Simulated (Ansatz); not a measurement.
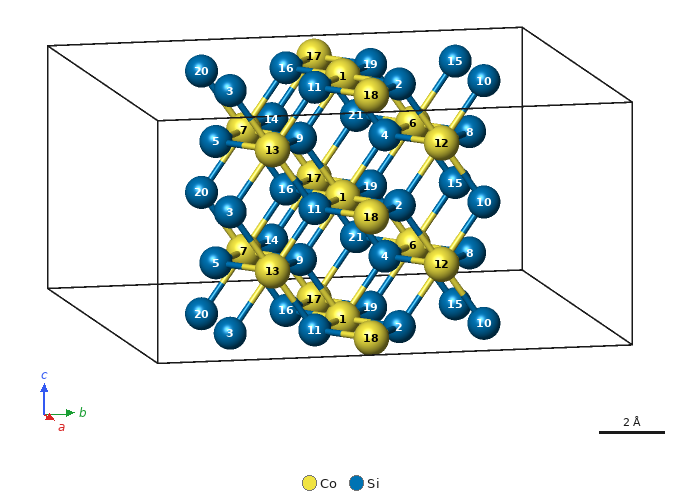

Fig. 1: The input geometry (ball-and-stick view of the 2 repeat of the cell, with the vacuum cut short, seen slightly off an axis; atoms are numbered from 1 in the order of the input). An atom can appear more than once, as a periodic image.

# CoSi2: geometry relaxation (part 1 of 3)

CoSi2 (21 atoms in the cell), computed with DFT PBE, scalar-relativistic, plane waves, PAW, no spin polarisation (Ansatz 0.2.0).

The structure derives from an entry of the Crystallography Open Database. It belongs to a series of runs on one base structure; here: wire along [1 1 0], 21 atoms a period. Figures and captions count atoms from 1; the log counts them from 0 in places.

Input
```yaml
crystal:
  lattice:
    - [16.6, 0.0, 0.0]
    - [0.0, 17.3, 0.0]
    - [0.0, 0.0, 3.7899819401]
  atoms:
    - { symbol: Co, position: [0.5, 0.5, 0.0] }
    - { symbol: Si, position: [0.6141560825, 0.5774543911, 0.0] }
    - { symbol: Si, position: [0.6141560825, 0.2676368268, 0.0] }
    - { symbol: Si, position: [0.5, 0.5774543911, 0.5] }
    - { symbol: Si, position: [0.5, 0.2676368268, 0.5] }
    - { symbol: Co, position: [0.3858439175, 0.6549087821, 0.5] }
    - { symbol: Co, position: [0.3858439175, 0.3450912179, 0.5] }
    - { symbol: Si, position: [0.5, 0.7323631732, 0.5] }
    - { symbol: Si, position: [0.5, 0.4225456089, 0.5] }
    - { symbol: Si, position: [0.6141560825, 0.7323631732, 0.0] }
    - { symbol: Si, position: [0.6141560825, 0.4225456089, 0.0] }
    - { symbol: Co, position: [0.6141560825, 0.6549087821, 0.5] }
    - { symbol: Co, position: [0.6141560825, 0.3450912179, 0.5] }
    - { symbol: Si, position: [0.2716878349, 0.4225456089, 0.5] }
    - { symbol: Si, position: [0.3858439175, 0.7323631732, 1.0] }
    - { symbol: Si, position: [0.3858439175, 0.4225456089, 1.0] }
    - { symbol: Co, position: [0.2716878349, 0.5, 1.0] }
    - { symbol: Co, position: [0.7283121651, 0.5, 0.0] }
    - { symbol: Si, position: [0.3858439175, 0.5774543911, 1.0] }
    - { symbol: Si, position: [0.3858439175, 0.2676368268, 1.0] }
    - { symbol: Si, position: [0.2716878349, 0.5774543911, 0.5] }
basis:
  ecutwfc: 420
kpoints:
  mp_grid: { grid: [1, 1, 14] }
hamiltonian:
  xc: pbe
scf:
  occupations: { method: gaussian, width: 0.05 }
output:
  forces: true
  stress: true
  eigenvalues: true
  populations: true
  write_density: true
  write_potential: true
  elf: true
  volumetric_format: npy
relax:
  adjacent_minimum: "off"
  f_tol: 0.02
  max_steps: 45
  cell: { fix: [a, b, alpha, beta, gamma], stress_tol: 0.03 }
```

Run as:
```bash
ansatz run input.yaml --threads 4 --pin off --max-ram 11264MiB --backend cpu --events-out ev --progress --plain --runs-dir out
```

What the program printed
```
Engine: ansatz 0.2.0, x86_64-unknown-linux-gnu
Pseudopotentials: kind: paw
Pseudopotential: Co, paw, valence charge 17, recommended cutoff 420 eV (normal), Co.paw.azcp
Pseudopotential: Si, paw, valence charge 4, recommended cutoff 420 eV (normal), Si.paw.azcp
Functional definition: PBE
  parameter kappa = 0.804
  parameter beta = 0.06672455060314922
  exchange = pbe_x(kappa = kappa, mu = beta*pi^2/3)
  correlation = pbe_c(beta = beta)
Crystal: 21 atoms, lattice volume = 1088.407 Å³
Basis set: ecut = 420 eV, 21359 PW (Γ), exchange–correlation on 240×240×54 points (8 copies of the dense FFT grid, shifted against one another)
Bands: 109, of which v1, the nominal top of the filled ones, is band 88 counted from 1 (87 counted from 0)
Symmetry: 4 space group operations
Space group: Pmm2 (ITA 25), of the structure as read, at distance tolerance 1.0e-4 Å
k-points: 8 of 14
Non-local potential: Co, projectors of the file, l = 0: 3, l = 1: 2, l = 2: 3, l = 3: 1
Non-local potential: Si, projectors of the file, l = 0: 2, l = 1: 2, l = 2: 2
PAW form: soft (Blöchl's): semilocal exchange-correlation on the pseudo side does not see the compensation charge
PAW one-centre angular grid: Co, 590 points (default); XC on 64 Gauss nodes
PAW one-centre angular grid: Si, 110 points (default); XC on 64 Gauss nodes
Initial density: superposition of atomic densities (neutral atoms: chi_scale 0, normalization atom), corrected by the library's trained network
Initial wavefunctions: pseudopotential atomic-orbital guess
Functional: x = pbe(κ = 0.804, μ = 0.2195149727645171), c = pbe(β = 0.06672455060314922)
SCF iter   1: F=—  HF=-44778.739479 eV  |F-HF|=—  |Δ(HF+E_count)|=         —  Δρ=3.19e-2  dr2=1.96e1  ethr=1.77e-3  ⟨swp⟩=8.4  Hψ=4291  notcnv=0  defer=22
preconditioner: auto → LDOS  [metal: Δε(μ)=0.006 eV  Ē_g=5.514 eV  σ=0.050 eV  W_gap=0.07  n_scr=150 (ndim 8)  ℏωp=12.3 eV  f_vac=0.618  D(μ)=20.44/eV (n_scr^D=96)  β→1.0]
SCF iter   2: F=—  HF=-44778.449901 eV  |F-HF|=—  |Δ(HF+E_count)|=   2.90e-1  Δρ=2.53e-2  dr2=4.02e0  ethr=1.77e-3  ⟨swp⟩=2.0  Hψ=1137  notcnv=0  defer=105
SCF iter   3: F=—  HF=-44778.180142 eV  |F-HF|=—  |Δ(HF+E_count)|=   2.70e-1  Δρ=1.05e-2  dr2=8.80e-1  ethr=1.77e-3  ⟨swp⟩=2.0  Hψ=821  notcnv=0  defer=105
SCF iter   4: F=—  HF=-44778.352664 eV  |F-HF|=—  |Δ(HF+E_count)|=   1.73e-1  Δρ=7.24e-3  dr2=7.36e-1  ethr=5.03e-4  ⟨swp⟩=2.0  Hψ=947  notcnv=0  defer=105
SCF iter   5: F=—  HF=-44778.370737 eV  |F-HF|=—  |Δ(HF+E_count)|=   1.81e-2  Δρ=4.91e-3  dr2=3.64e-1  ethr=4.21e-4  ⟨swp⟩=2.0  Hψ=985  notcnv=0  defer=106
SCF iter   6: F=—  HF=-44778.433976 eV  |F-HF|=—  |Δ(HF+E_count)|=   6.32e-2  Δρ=2.06e-3  dr2=5.84e-2  ethr=2.08e-4  ⟨swp⟩=2.0  Hψ=874  notcnv=0  defer=106
SCF iter   7: F=—  HF=-44778.456975 eV  |F-HF|=—  |Δ(HF+E_count)|=   2.30e-2  Δρ=6.95e-4  dr2=6.36e-3  ethr=3.34e-5  ⟨swp⟩=2.0  Hψ=1018  notcnv=0  defer=106
SCF iter   8: F=—  HF=-44778.460714 eV  |F-HF|=—  |Δ(HF+E_count)|=   3.74e-3  Δρ=7.18e-4  dr2=6.73e-3  ethr=3.63e-6  ⟨swp⟩=2.0  Hψ=1111  notcnv=0  defer=106
SCF iter   9: F=—  HF=-44778.461092 eV  |F-HF|=—  |Δ(HF+E_count)|=   3.78e-4  Δρ=2.08e-4  dr2=7.58e-4  ethr=3.63e-6  ⟨swp⟩=2.0  Hψ=797  notcnv=0  defer=106
SCF iter  10: F=—  HF=-44778.461166 eV  |F-HF|=—  |Δ(HF+E_count)|=   7.45e-5  Δρ=1.52e-4  dr2=2.86e-4  ethr=4.33e-7  ⟨swp⟩=2.0  Hψ=1008  notcnv=0  defer=106
SCF iter  11: F=—  HF=-44778.461205 eV  |F-HF|=—  |Δ(HF+E_count)|=   3.90e-5  Δρ=4.77e-5  dr2=3.09e-5  ethr=1.63e-7  ⟨swp⟩=1.6  Hψ=790  notcnv=0  defer=106
SCF iter  12: F=—  HF=-44778.460766 eV  |F-HF|=—  |Δ(HF+E_count)|=   4.40e-4  Δρ=3.50e-5  dr2=1.39e-5  ethr=1.76e-8  ⟨swp⟩=2.0  Hψ=1068  notcnv=0  defer=106
SCF iter  13: F=—  HF=-44778.460770 eV  |F-HF|=—  |Δ(HF+E_count)|=   4.68e-6  Δρ=9.65e-6  dr2=8.85e-7  ethr=7.92e-9  ⟨swp⟩=2.0  Hψ=831  notcnv=0  defer=106
SCF iter  14: F=—  HF=-44778.460772 eV  |F-HF|=—  |Δ(HF+E_count)|=   1.96e-6  Δρ=7.21e-6  dr2=5.04e-7  ethr=5.05e-10  ⟨swp⟩=2.1  Hψ=1192  notcnv=0  defer=106
SCF iter  15: F=—  HF=-44778.460773 eV  |F-HF|=—  |Δ(HF+E_count)|=   4.61e-7  Δρ=4.06e-6  dr2=1.95e-7  ethr=2.88e-10  ⟨swp⟩=1.6  Hψ=866  notcnv=0  defer=106
iter 16 did not close the SCF: its close was put off until two iterations running show no level that it waits for move by more than its bar (scf_convergence_deferred on its scf_iter line)
SCF iter  16: F=-44778.460773 eV  HF=-44778.460773 eV  |F-HF|=2.54e-8  |Δ(HF+E_count)|=   3.55e-7  Δρ=8.17e-7  dr2=1.37e-8  ethr=5.71e-11  ⟨swp⟩=25.6  Hψ=7761  notcnv=0
iter 17 did not close the SCF: its close was put off until two iterations running show no level that it waits for move by more than its bar (scf_convergence_deferred on its scf_iter line)
SCF iter  17: F=-44778.460773 eV  HF=-44778.460773 eV  |F-HF|=1.75e-10  |Δ(HF+E_count)|=   3.57e-8  Δρ=2.67e-7  dr2=2.33e-9  ethr=7.83e-12  ⟨swp⟩=8.6  Hψ=5516  notcnv=0
SCF iter  18: F=-44778.460773 eV  HF=-44778.460773 eV  |F-HF|=5.38e-10  |Δ(HF+E_count)|=   1.99e-9  Δρ=3.14e-7  dr2=7.71e-10  ethr=1.33e-12  ⟨swp⟩=7.4  Hψ=5284  notcnv=0
SCF 1 converged in 18 iterations: F = -44778.460773 eV  dr2 = 7.71e-10
  greatest PAW one-centre occupation: 1.002 electrons in one spin orbital (limit 2), on the Co atom at site 17 (counted from 0), in its partial waves of l = 1
relax step   1: F+E_penalty+E_count = -44778.46077330 eV  Δ(F+E_penalty+E_count) = +0.000e0 eV  max|allowed force component| = 2.250e0 eV/Å  Δτ_max = 0.0000 Å  P = -1.795 GPa  Ω = 1088.407 Å³  fix = [a, b, alpha, beta, gamma]  reactions: a -2.162, b -1.674 GPa  (18 SCF iters, dr2 threshold 1.00e-7 eV, accepted)
Crystal: 21 atoms, lattice volume = 1084.197 Å³
Basis set: ecut = 420 eV, 21247 PW (Γ), exchange–correlation on 240×240×54 points (8 copies of the dense FFT grid, shifted against one another)
Initial density: handed on by an earlier stage of this run
Initial wavefunctions: those handed on with the density
iter 1 solved again at ethr=2.18e-3 eV; its pass at ethr=3.10e-3 eV (dr2=3.81e0 eV) is discarded
SCF iter   1: F=—  HF=-44779.259183 eV  |F-HF|=—  |Δ(HF+E_count)|=         —  Δρ=1.54e-2  dr2=3.74e0  ethr=2.18e-3  ⟨swp⟩=3.8  Hψ=3900  notcnv=0  defer=1
preconditioner: auto → LDOS  [metal: Δε(μ)=0.022 eV  Ē_g=5.718 eV  σ=0.050 eV  W_gap=0.25  n_scr=146 (ndim 8)  ℏωp=12.3 eV  f_vac=0.630  D(μ)=15.51/eV (n_scr^D=60)  β→1.0]
SCF iter   2: F=—  HF=-44779.286077 eV  |F-HF|=—  |Δ(HF+E_count)|=   2.69e-2  Δρ=1.51e-2  dr2=2.82e0  ethr=2.14e-3  ⟨swp⟩=3.9  Hψ=1624  notcnv=0  defer=31
SCF iter   3: F=—  HF=-44779.077674 eV  |F-HF|=—  |Δ(HF+E_count)|=   2.08e-1  Δρ=3.65e-3  dr2=1.47e-1  ethr=1.61e-3  ⟨swp⟩=2.0  Hψ=1143  notcnv=0  defer=87
SCF iter   4: F=—  HF=-44779.121337 eV  |F-HF|=—  |Δ(HF+E_count)|=   4.37e-2  Δρ=5.59e-3  dr2=2.75e-1  ethr=8.42e-5  ⟨swp⟩=3.0  Hψ=1477  notcnv=0  defer=107
SCF iter   5: F=—  HF=-44779.115531 eV  |F-HF|=—  |Δ(HF+E_count)|=   5.81e-3  Δρ=2.19e-3  dr2=3.97e-2  ethr=8.42e-5  ⟨swp⟩=2.0  Hψ=1248  notcnv=0  defer=109
SCF iter   6: F=—  HF=-44779.116093 eV  |F-HF|=—  |Δ(HF+E_count)|=   5.62e-4  Δρ=4.61e-4  dr2=2.38e-3  ethr=2.27e-5  ⟨swp⟩=2.0  Hψ=1108  notcnv=0  defer=109
SCF iter   7: F=—  HF=-44779.118063 eV  |F-HF|=—  |Δ(HF+E_count)|=   1.97e-3  Δρ=2.14e-4  dr2=7.40e-4  ethr=1.36e-6  ⟨swp⟩=2.0  Hψ=1199  notcnv=0  defer=109
SCF iter   8: F=—  HF=-44779.117784 eV  |F-HF|=—  |Δ(HF+E_count)|=   2.79e-4  Δρ=1.96e-4  dr2=4.52e-4  ethr=4.23e-7  ⟨swp⟩=2.1  Hψ=1100  notcnv=0  defer=109
SCF iter   9: F=—  HF=-44779.117892 eV  |F-HF|=—  |Δ(HF+E_count)|=   1.08e-4  Δρ=5.51e-5  dr2=2.94e-5  ethr=2.58e-7  ⟨swp⟩=2.0  Hψ=953  notcnv=0  defer=109
SCF iter  10: F=—  HF=-44779.117908 eV  |F-HF|=—  |Δ(HF+E_count)|=   1.60e-5  Δρ=4.18e-5  dr2=2.19e-5  ethr=1.68e-8  ⟨swp⟩=2.2  Hψ=1181  notcnv=0  defer=109
SCF iter  11: F=—  HF=-44779.117912 eV  |F-HF|=—  |Δ(HF+E_count)|=   3.74e-6  Δρ=2.58e-5  dr2=7.29e-6  ethr=1.25e-8  ⟨swp⟩=1.2  Hψ=774  notcnv=0  defer=109
SCF iter  12: F=-44779.117914 eV  HF=-44779.117912 eV  |F-HF|=1.73e-6  |Δ(HF+E_count)|=   6.18e-7  Δρ=6.12e-6  dr2=5.09e-7  ethr=1.20e-9  ⟨swp⟩=28.8  Hψ=9502  notcnv=0
SCF 2 converged in 12 iterations: F = -44779.117914 eV  dr2 = 5.09e-7
[... from here on the iterations of each SCF are left out, up to the last one ...]
relax step   2: F+E_penalty+E_count = -44779.11791393 eV  Δ(F+E_penalty+E_count) = -6.571e-1 eV  max|allowed force component| = 1.172e0 eV/Å  Δτ_max = 0.1746 Å  P = -0.802 GPa  Ω = 1084.197 Å³  energy of the carried Pulay correction = +4.314e-4 eV  fix = [a, b, alpha, beta, gamma]  reactions: a -0.864, b -0.681 GPa  (12 SCF iters, dr2 threshold 2.10e-6 eV, accepted)
Crystal: 21 atoms, lattice volume = 1071.088 Å³
Basis set: ecut = 420 eV, 20943 PW (Γ), exchange–correlation on 240×240×54 points (8 copies of the dense FFT grid, shifted against one another)
preconditioner: auto → LDOS  [metal: Δε(μ)=0.012 eV  Ē_g=5.880 eV  σ=0.050 eV  W_gap=0.13  n_scr=146 (ndim 8)  ℏωp=12.4 eV  f_vac=0.636  D(μ)=16.71/eV (n_scr^D=68)  β→1.0]
SCF 3 converged in 13 iterations: F = -44779.319435 eV  dr2 = 4.98e-7
relax step   3: F+E_penalty+E_count = -44779.31943450 eV  Δ(F+E_penalty+E_count) = -2.015e-1 eV  max|allowed force component| = 1.002e0 eV/Å  Δτ_max = 0.1821 Å  P = +0.325 GPa  Ω = 1071.088 Å³  energy of the carried Pulay correction = +1.786e-3 eV  fix = [a, b, alpha, beta, gamma]  reactions: a +0.580, b +0.281 GPa  (13 SCF iters, dr2 threshold 2.10e-6 eV, accepted)
Crystal: 21 atoms, lattice volume = 1066.910 Å³
Basis set: ecut = 420 eV, 20871 PW (Γ), exchange–correlation on 240×240×54 points (8 copies of the dense FFT grid, shifted against one another)
preconditioner: auto → LDOS  [metal: Δε(μ)=0.017 eV  Ē_g=5.781 eV  σ=0.050 eV  W_gap=0.19  n_scr=146 (ndim 8)  ℏωp=12.4 eV  f_vac=0.628  D(μ)=14.72/eV (n_scr^D=60)  β→1.0]
SCF 4 converged in 13 iterations: F = -44779.333351 eV  dr2 = 4.99e-7
relax step   4: F+E_penalty+E_count = -44779.33335059 eV  Δ(F+E_penalty+E_count) = -1.392e-2 eV  max|allowed force component| = 5.196e-1 eV/Å  Δτ_max = 0.1600 Å  P = -0.138 GPa  Ω = 1066.910 Å³  energy of the carried Pulay correction = +2.221e-3 eV  fix = [a, b, alpha, beta, gamma]  reactions: a -0.519, b +0.172 GPa  (13 SCF iters, dr2 threshold 2.10e-6 eV, accepted)
Crystal: 21 atoms, lattice volume = 1066.362 Å³
Basis set: ecut = 420 eV, 20847 PW (Γ), exchange–correlation on 240×240×54 points (8 copies of the dense FFT grid, shifted against one another)
preconditioner: auto → LDOS  [metal: Δε(μ)=0.021 eV  Ē_g=5.811 eV  σ=0.050 eV  W_gap=0.23  n_scr=146 (ndim 8)  ℏωp=12.4 eV  f_vac=0.631  D(μ)=14.65/eV (n_scr^D=60)  β→1.0]
SCF 5 converged in 12 iterations: F = -44779.378101 eV  dr2 = 1.22e-6
relax step   5: F+E_penalty+E_count = -44779.37810067 eV  Δ(F+E_penalty+E_count) = -4.475e-2 eV  max|allowed force component| = 1.237e-1 eV/Å  Δτ_max = 0.0810 Å  P = -0.016 GPa  Ω = 1066.362 Å³  energy of the carried Pulay correction = +2.278e-3 eV  fix = [a, b, alpha, beta, gamma]  reactions: a +0.014, b -0.068 GPa  (12 SCF iters, dr2 threshold 2.10e-6 eV, accepted)
Crystal: 21 atoms, lattice volume = 1067.854 Å³
Basis set: ecut = 420 eV, 20911 PW (Γ), exchange–correlation on 240×240×54 points (8 copies of the dense FFT grid, shifted against one another)
preconditioner: auto → LDOS  [metal: Δε(μ)=0.024 eV  Ē_g=5.810 eV  σ=0.050 eV  W_gap=0.26  n_scr=146 (ndim 8)  ℏωp=12.4 eV  f_vac=0.631  D(μ)=15.20/eV (n_scr^D=60)  β→1.0]
SCF 6 converged in 8 iterations: F = -44779.380247 eV  dr2 = 6.10e-7
relax step   6: F+E_penalty+E_count = -44779.38024721 eV  Δ(F+E_penalty+E_count) = -2.147e-3 eV  max|allowed force component| = 2.977e-2 eV/Å  Δτ_max = 0.0114 Å  P = -0.014 GPa  Ω = 1067.854 Å³  energy of the carried Pulay correction = +2.122e-3 eV  fix = [a, b, alpha, beta, gamma]  reactions: a +0.003, b -0.007 GPa  (8 SCF iters, dr2 threshold 9.57e-7 eV, accepted)
Crystal: 21 atoms, lattice volume = 1067.410 Å³
Basis set: ecut = 420 eV, 20895 PW (Γ), exchange–correlation on 240×240×54 points (8 copies of the dense FFT grid, shifted against one another)
preconditioner: auto → LDOS  [metal: Δε(μ)=0.024 eV  Ē_g=5.812 eV  σ=0.050 eV  W_gap=0.27  n_scr=146 (ndim 8)  ℏωp=12.4 eV  f_vac=0.631  D(μ)=15.21/eV (n_scr^D=60)  β→1.0]
SCF 7 converged in 11 iterations: F = -44779.380553 eV  dr2 = 2.10e-8
relax step   7: F+E_penalty+E_count = -44779.38055263 eV  Δ(F+E_penalty+E_count) = -3.054e-4 eV  max|allowed force component| = 1.268e-2 eV/Å  Δτ_max = 0.0037 Å  P = +0.003 GPa  Ω = 1067.410 Å³  energy of the carried Pulay correction = +2.169e-3 eV  fix = [a, b, alpha, beta, gamma]  reactions: a +0.001, b +0.005 GPa  (11 SCF iters, dr2 threshold 5.54e-8 eV, accepted)
Basis set: ecut = 420 eV, 20895 PW (Γ), exchange–correlation on 240×240×50 points (8 copies of the dense FFT grid, shifted against one another)
Initial wavefunctions: pseudopotential atomic-orbital guess (no wavefunctions were taken with the density)
iter 1 solved again at ethr=1.62e-5 eV; its pass at ethr=3.10e-3 eV (dr2=2.84e-2 eV) is discarded
SCF iter   1: F=—  HF=-44779.379144 eV  |F-HF|=—  |Δ(HF+E_count)|=         —  Δρ=3.76e-5  dr2=2.79e-6  ethr=1.62e-5  ⟨swp⟩=6.1  Hψ=6790  notcnv=0
eigensolver tolerance schedule: the retry pair's looser diagonalisation over-reported the residual by 10167.15 of it (diagonalisation noise at an unbounded share of the residual, at the tolerance the schedule requests for it); recorded, not acted on — ethr = c·dr2/N_el stays at c = 1.0e-1
preconditioner: auto → LDOS  [metal: Δε(μ)=0.024 eV  Ē_g=5.812 eV  σ=0.050 eV  W_gap=0.27  n_scr=146 (ndim 8)  ℏωp=12.4 eV  f_vac=0.631  D(μ)=15.15/eV (n_scr^D=60)  β→1.0]
SCF iter   2: F=—  HF=-44779.378750 eV  |F-HF|=—  |Δ(HF+E_count)|=   3.94e-4  Δρ=5.62e-5  dr2=3.61e-5  ethr=1.60e-9  ⟨swp⟩=4.0  Hψ=2517  notcnv=0
SCF iter   3: F=—  HF=-44779.378741 eV  |F-HF|=—  |Δ(HF+E_count)|=   8.67e-6  Δρ=3.94e-5  dr2=1.50e-5  ethr=1.60e-9  ⟨swp⟩=2.0  Hψ=1592  notcnv=0
SCF iter   4: F=—  HF=-44779.378747 eV  |F-HF|=—  |Δ(HF+E_count)|=   5.61e-6  Δρ=5.79e-5  dr2=3.15e-5  ethr=1.60e-9  ⟨swp⟩=2.1  Hψ=1546  notcnv=0
SCF iter   5: F=—  HF=-44779.378745 eV  |F-HF|=—  |Δ(HF+E_count)|=   1.31e-6  Δρ=1.89e-5  dr2=3.82e-6  ethr=1.60e-9  ⟨swp⟩=2.0  Hψ=1535  notcnv=0
SCF iter   6: F=—  HF=-44779.378746 eV  |F-HF|=—  |Δ(HF+E_count)|=   7.40e-7  Δρ=8.06e-6  dr2=8.95e-7  ethr=1.60e-9  ⟨swp⟩=2.0  Hψ=921  notcnv=0
SCF iter   7: F=—  HF=-44779.378748 eV  |F-HF|=—  |Δ(HF+E_count)|=   1.57e-6  Δρ=2.91e-6  dr2=1.32e-7  ethr=5.11e-10  ⟨swp⟩=2.0  Hψ=1131  notcnv=0
SCF iter   8: F=—  HF=-44779.378748 eV  |F-HF|=—  |Δ(HF+E_count)|=   3.40e-7  Δρ=1.78e-6  dr2=4.94e-8  ethr=7.52e-11  ⟨swp⟩=2.2  Hψ=1333  notcnv=0
SCF iter   9: F=—  HF=-44779.378748 eV  |F-HF|=—  |Δ(HF+E_count)|=   1.01e-8  Δρ=1.08e-6  dr2=1.54e-8  ethr=2.82e-11  ⟨swp⟩=2.0  Hψ=967  notcnv=0
SCF iter  10: F=—  HF=-44779.378748 eV  |F-HF|=—  |Δ(HF+E_count)|=   2.11e-8  Δρ=6.41e-7  dr2=6.41e-9  ethr=8.81e-12  ⟨swp⟩=2.0  Hψ=1168  notcnv=0
SCF iter  11: F=—  HF=-44779.378748 eV  |F-HF|=—  |Δ(HF+E_count)|=   2.30e-8  Δρ=3.43e-7  dr2=1.80e-9  ethr=3.66e-12  ⟨swp⟩=2.4  Hψ=1135  notcnv=0
SCF iter  12: F=—  HF=-44779.378748 eV  |F-HF|=—  |Δ(HF+E_count)|=   2.68e-9  Δρ=2.47e-7  dr2=9.12e-10  ethr=1.03e-12  ⟨swp⟩=2.0  Hψ=1223  notcnv=0
SCF iter  13: F=—  HF=-44779.378748 eV  |F-HF|=—  |Δ(HF+E_count)|=  7.28e-12  Δρ=2.98e-7  dr2=9.69e-10  ethr=1.00e-12  ⟨swp⟩=2.0  Hψ=1049  notcnv=0
SCF iter  14: F=—  HF=-44779.378748 eV  |F-HF|=—  |Δ(HF+E_count)|=  1.89e-10  Δρ=1.13e-7  dr2=2.36e-10  ethr=1.00e-12  ⟨swp⟩=1.9  Hψ=924  notcnv=0
SCF iter  15: F=—  HF=-44779.378748 eV  |F-HF|=—  |Δ(HF+E_count)|=  9.46e-10  Δρ=9.78e-8  dr2=1.34e-10  ethr=1.00e-12  ⟨swp⟩=1.2  Hψ=875  notcnv=0
SCF iter  16: F=-44779.378748 eV  HF=-44779.378748 eV  |F-HF|=5.09e-11  |Δ(HF+E_count)|=  7.28e-12  Δρ=4.64e-8  dr2=2.18e-11  ethr=1.00e-12  ⟨swp⟩=11.6  Hψ=5196  notcnv=0
SCF 8 converged in 16 iterations: F = -44779.378748 eV  dr2 = 2.18e-11
relax step   8: F+E_penalty+E_count = -44779.37874813 eV  Δ(F+E_penalty+E_count) = +1.804e-3 eV  max|allowed force component| = 1.266e-2 eV/Å  Δτ_max = 0.0000 Å  P = +0.001 GPa  Ω = 1067.410 Å³  fix = [a, b, alpha, beta, gamma]  reactions: a -0.000, b +0.004 GPa  stress off target by 5.98e-4 GPa on what of the cell is left free  SCF on the basis re-selected at this cell (its energy is not comparable with the rows above)  (16 SCF iters)
```

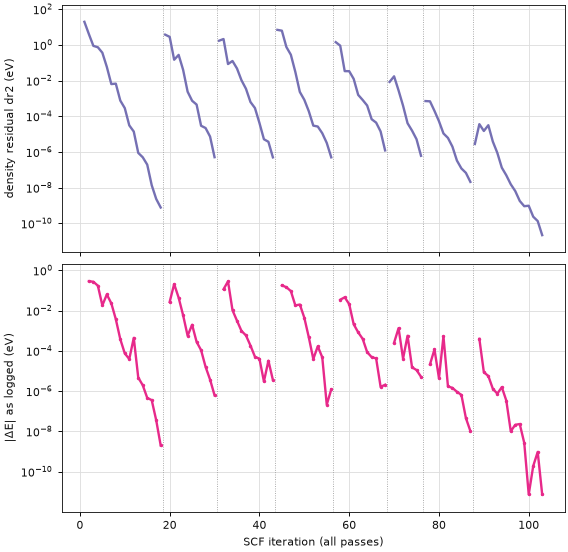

Fig. 2: Convergence of the self-consistent field: density residual dr2 and size of the energy change against the SCF iteration. The dotted lines part the SCF passes of the relaxation: geometry steps, rejected trials and re-solves on a re-selected basis. The 8 passes take 8 to 18 iterations each, 103 in all.
